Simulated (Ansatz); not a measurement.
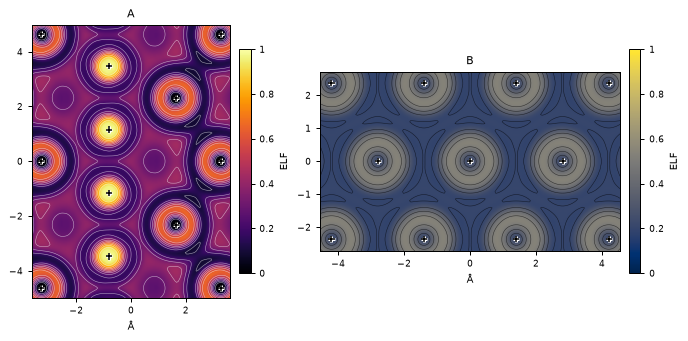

The ELF of 2 systems, each on a plane through atoms (crosses mark nuclei in the plane).

Method: DFT PBEsol, scalar-relativistic, plane waves, PAW (Ansatz 0.2.0).

System 1: TiCo$_{2}$, the (101) plane of the conventional cell. Space group Fd-3m; computed without spin polarisation.

```
CELL_PARAMETERS angstrom
6.55264 0.00000 0.00000
0.00000 6.55264 0.00000
0.00000 0.00000 6.55264
ATOMIC_POSITIONS crystal
Ti 0.00000 0.00000 0.00000
Ti 0.50000 0.50000 0.00000
Ti 0.50000 0.00000 0.50000
Ti 0.00000 0.50000 0.50000
Ti 0.25000 0.25000 0.25000
Ti 0.75000 0.75000 0.25000
Ti 0.75000 0.25000 0.75000
Ti 0.25000 0.75000 0.75000
Co 0.62500 0.12500 0.12500
Co 0.12500 0.62500 0.12500
Co 0.12500 0.12500 0.62500
Co 0.62500 0.62500 0.62500
Co 0.62500 0.37500 0.37500
Co 0.12500 0.87500 0.37500
Co 0.12500 0.37500 0.87500
Co 0.62500 0.87500 0.87500
Co 0.87500 0.37500 0.12500
Co 0.37500 0.87500 0.12500
Co 0.37500 0.37500 0.62500
Co 0.87500 0.87500 0.62500
Co 0.87500 0.12500 0.37500
Co 0.37500 0.62500 0.37500
Co 0.37500 0.12500 0.87500
Co 0.87500 0.62500 0.87500
```

System 2: Pd, the (101̄) plane of the conventional cell. Space group Immm; changed on purpose from its base cell (strain +0.0375 x Voigt [0, 0, 0, 0, 0, 1], atoms carried along).

Match each panel to its system.

Answer. Panel A is system 1, TiCo$_{2}$: the plane holds Ti and Co. Co–Co (2.32 Å): the ELF is about 0.30 at the midpoint: no shared electron pair shows on this line. Panel B is system 2, Pd: the plane holds Pd. Pd–Pd (2.75 Å): the ELF is about 0.20 at the midpoint (no localised pair shows between them).
